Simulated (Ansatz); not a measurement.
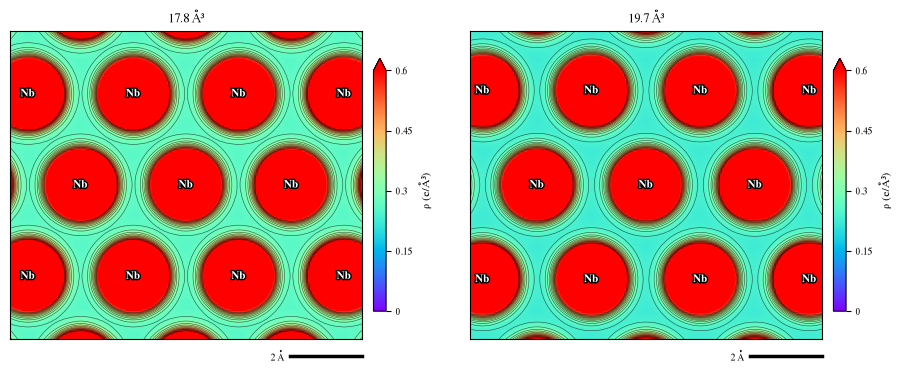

Nb. The valence electron density of cells scaled evenly to different volumes (given per atom above each panel), on the (111) plane of each (indices in the axes of the cell below), at one length scale and on one colour scale.

Method: Ansatz 0.2.0, Kohn-Sham DFT of a periodic cell, HSE06, Ansatz PAW.

The density is the valence pseudo-density of a PAW calculation; it isn't the true density close to the nuclei.

The largest cell:

```yaml
crystal:
  lattice:
    - [0.00000, 2.14283, 2.14283]
    - [2.14283, 0.00000, 2.14283]
    - [2.14283, 2.14283, 0.00000]
  atoms:
    - { symbol: Nb, position: [0.00000, 0.00000, 0.00000] }
```

| volume (Å³/atom) | Nb–Nb contact in the plane (Å) | ρ at its midpoint (e/Å³) | pressure (GPa) | 
| --- | --- | --- | --- |
| 17.79 | 2.930 | 0.269 | 9.7 | 
| 18.92 | 2.991 | ? | ? | 
| 19.68 | 3.030 | 0.237 | −8.8 | 

What values belong in the row with question marks?

Over the known rows ln ρ falls by 1.27 per Å of Nb–Nb distance (the line through the two), which gives 0.249 e/Å³ at 2.991 Å; the calculation gives 0.249 e/Å³. For the pressure, a straight line in volume between the neighbouring rows gives −1.4 GPa; the calculation gives −2.3, lower because pressure rises ever faster on compression.
